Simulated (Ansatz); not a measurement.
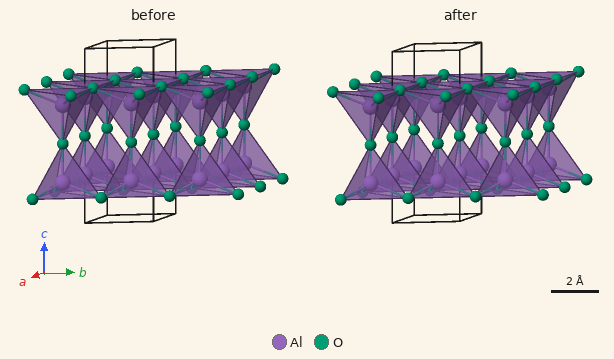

The structure of crystalline Al$_{2}$O$_{3}$ (set up in P-3m1) (coarse preliminary run) before (left) and after (right) a relaxation, at one scale.

A polyhedral model of the cell of the calculation, repeated 2 × 2 × 1 with one cell outlined, seen slightly off an axis.

Theory: Ansatz, DFT LDA, scalar-relativistic, plane waves, PAW. Settings: plane-wave cutoff 420 eV; k-point mesh 6 × 6 × 4; occupations gaussian; smearing width 0.1 eV; no spin polarisation; cell and atoms relaxed; force threshold 0.05 eV/Å; at most 80 steps.

> Describe what moved and what it gained.

The largest moves relative to the cell, 0.008 Å, are those of Al atoms. Largest moves by element: Al 0.008 Å, O 0.006 Å. Cell: a = b 3.017 → 2.965 Å (−1.7 %), c 7.575 → 7.437 Å (−1.8 %). Volume −5.2 %. Some distances before and after: Al–O 1.841 → 1.808 Å, Al–O 1.682 → 1.659 Å. The space group stays P-3m1 (No. 164). After 3 accepted moves (4 points after the start) the energy has fallen by 83.2 meV per cell of the calculation. Largest force component: 0.46 eV/Å at the start, 0.0072 eV/Å at the end. The pressure goes from −8.33 to −0.40 GPa. At 1 point the geometry stayed and the basis and grid were re-selected for the new cell (energy shift of 12.4 meV per cell of the calculation at most each time).

Limits of the set-up: layers or molecules are held without a dispersion correction, so their spacing is unreliable.
